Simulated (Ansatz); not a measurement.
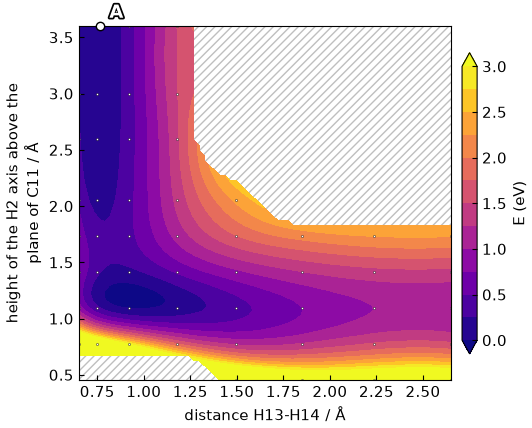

H₂ on a C(100) slab cut from the P6/mmm phase, its upper half relaxed before the scan (12 atoms of substrate and one adsorbate in a 2 × 1 cell). H2 lies flat over one site of a rigid substrate while its bond length and height are varied; it sits over a top site over C11, heights counted from the top plane, its axis along the first surface vector. Coordinates scanned: (1) distance H13-H14; (2) height of the H2 axis above the plane of C11. The scan uses an 8 × 9 grid. At 19 points there is no value (left out: too close to the surface, or the stretched molecule far from it). Points are written as (first, second). Energies: eV, counted from the lowest grid point. Theory: DFT PBE, scalar-relativistic, plane waves, PAW in Ansatz. Settings: cutoff 420 eV, k-mesh 6×3×1, gaussian smearing 0.1 eV, no spin polarisation.

The picture shows filled contours, dots at the grid points, one colour for all values above the top of the scale, hatched blanks where no value was computed, the point A. Between grid points the surface is interpolated.

### Find the lowest path from A to the other arm of the map, and its barrier.

The easiest path runs from the intact molecule far from the surface, (0.750 Å, 3.60 Å), to the stretched end of the scan, (2.650 Å, 1.09 Å). Its highest point, at about (2.49 Å, 1.09 Å), lies about 1 eV above the start and 0.03 eV above the end on the interpolated surface. An end on the edge of the scan is no minimum, so the barrier from there is a lower bound. On the way it dips to about 0.16 eV below the lower end.

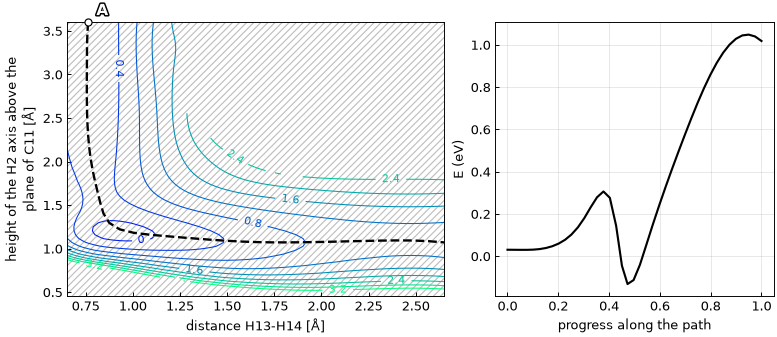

In the figure: contour lines labelled in eV (none above 3.2), a line along the lowest path, hatched blanks where no value was computed, the energy along the path at the right. Between grid points the surface is interpolated.

PAW datasets: the set soft_1.
